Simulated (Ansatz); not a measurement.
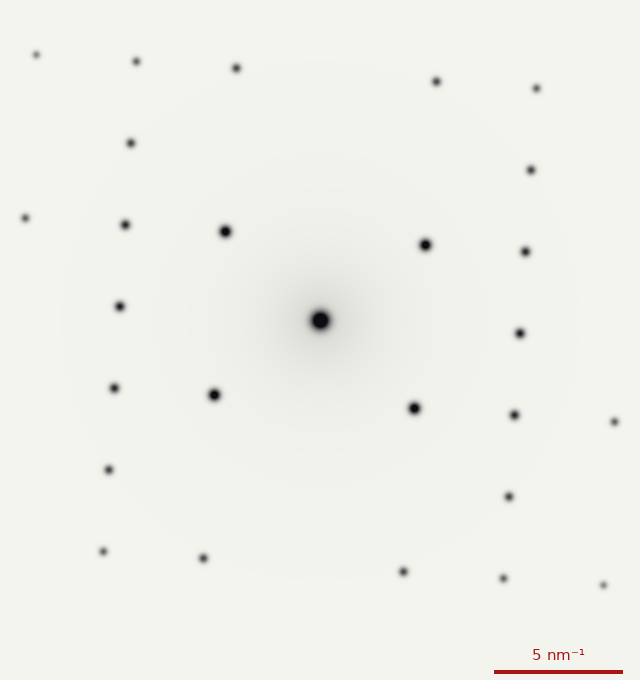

Kinematic zone-axis pattern, calculated for 100 keV electrons with B = 0.5 Å².

Phase: Co, space group Pm-3n (No. 223), a = 4.40 Å. Structure: the geometry relaxed with Ansatz, DFT, PBE, plane waves (420 eV) with PAW, scalar-relativistic; the starting structure was generated, so it need not be a known form of this composition.

Measure the pattern against the scale bar and name the zone.

Answer. The spots form a rectangular net whose two shortest vectors correspond to d = 3.11 Å and 2.54 Å, 90.0° apart. They index as 0 1 -1 (itself too weak to see) and -1 1 1 (itself extinct), so the zone axis is [211] (or an equivalent direction of <211>).

Which reflections of this zone are missing, and why?

Answer. A glide plane extinguishes reflections such as 1 -1 -1, 1 -3 1, 1 1 -3; reflections such as 3 -5 -1 are allowed by the space group but vanish because the atoms sit on special positions; reflections such as 0 1 -1, 0 2 -2, 0 3 -3 are allowed but too weak to see at this display level. In a thicker crystal double diffraction can put intensity into those places emptied by glide planes or screw axes that lie on the net of the visible spots, but never into those emptied by centring.

List the strongest reflections.

Answer. Strongest reflections with d > 0.86 Å, one of each family (|F|² from tabulated Gaussian fits of the electron scattering factors, times a small damping for the curvature of the Ewald sphere):

```json
{"hkl": "1 0 -2", "d (Å)": "1.967", "I (strongest = 100)": "100"}
{"hkl": "2 -2 -2", "d (Å)": "1.269", "I (strongest = 100)": "38"}
{"hkl": "2 -1 -3", "d (Å)": "1.175", "I (strongest = 100)": "31"}
{"hkl": "2 0 -4", "d (Å)": "0.983", "I (strongest = 100)": "19"}
{"hkl": "1 2 -4", "d (Å)": "0.960", "I (strongest = 100)": "17"}
```
